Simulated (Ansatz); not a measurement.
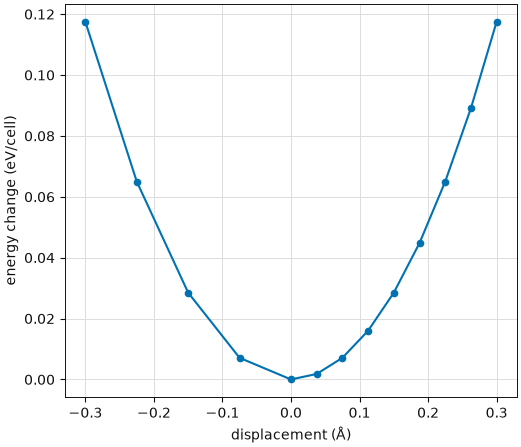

Plotted: energy change against displacement for MgI₂, space group P-3m1 (No. 164).

The given structure:
```yaml
crystal:
  lattice:
    - [4.15370, 0.00000, 0.00000]
    - [-2.07685, 3.59721, 0.00000]
    - [0.00000, 0.00000, 6.86200]
  atoms:
    - { symbol: Mg, position: [0.00000, 0.00000, 0.00000] }
    - { symbol: I, position: [0.33333, 0.66667, 0.75763] }
    - { symbol: I, position: [0.66667, 0.33333, 0.24237] }
```

How it was computed, with Ansatz 0.2.0: all atoms of one element of a crystal moved along a line, all else fixed, by plane-wave density functional theory with PAW datasets, free energies less that of the undisturbed cell, pressure positive in compression; scalar-relativistic. Level: PBE, no spin polarisation.

- wave cutoff: 420 eV
- k mesh: 6×6×4
- occupations: Gaussian
- smearing width: 0.05 eV
- k shift: (0, 0, 0) (mesh steps)
- start: as given
- moved element: Mg
- direction: (0.7071, 0.7071, 0) (Cartesian unit vector)

The points at displacement −0.225, −0.075, 0.15 and 0.3 follow from computed ones by symmetry.

From this curve and the settings, what does the calculation give for the force along the direction (sum over moved atoms), pressure and gap on the k mesh at the same points?

The force along the direction (sum over moved atoms) falls from 0.81 eV/Å at displacement −0.3000 Å to −0.81 eV/Å at 0.3000 Å, and changes sign near 0.000 Å. The pressure goes from 2.123 GPa at displacement −0.3000 Å to 2.123 GPa at 0.3000 Å, not monotonically, with a low of 1.269 GPa at 0.0000 Å. The gap on the k mesh stays open and runs from 3.506 eV at displacement −0.3000 Å to 3.506 eV at 0.3000 Å, with its largest value, 3.526 eV, at 0.0000 Å.

```
displacement (Å)  force along the direction (sum over moved atoms) (eV/Å)  pressure (GPa)  gap on the k mesh (eV)
         -0.3000                                                     0.81           2.123                   3.506
         -0.2250                                                     0.59           1.749                   3.514
         -0.1500                                                     0.38           1.482                   3.521
         -0.0750                                                     0.19           1.322                   3.524
          0.0000                                                     0.00           1.269                   3.526
          0.0375                                                    -0.09           1.282                   3.525
          0.0750                                                    -0.19           1.322                   3.524
          0.1125                                                    -0.29           1.389                   3.523
          0.1500                                                    -0.38           1.482                   3.521
          0.1875                                                    -0.49           1.602                   3.518
          0.2250                                                    -0.59           1.749                   3.514
          0.2625                                                    -0.70           1.923                   3.510
          0.3000                                                    -0.81           2.123                   3.506
```

Keep in mind: reference crystal is not relaxed.
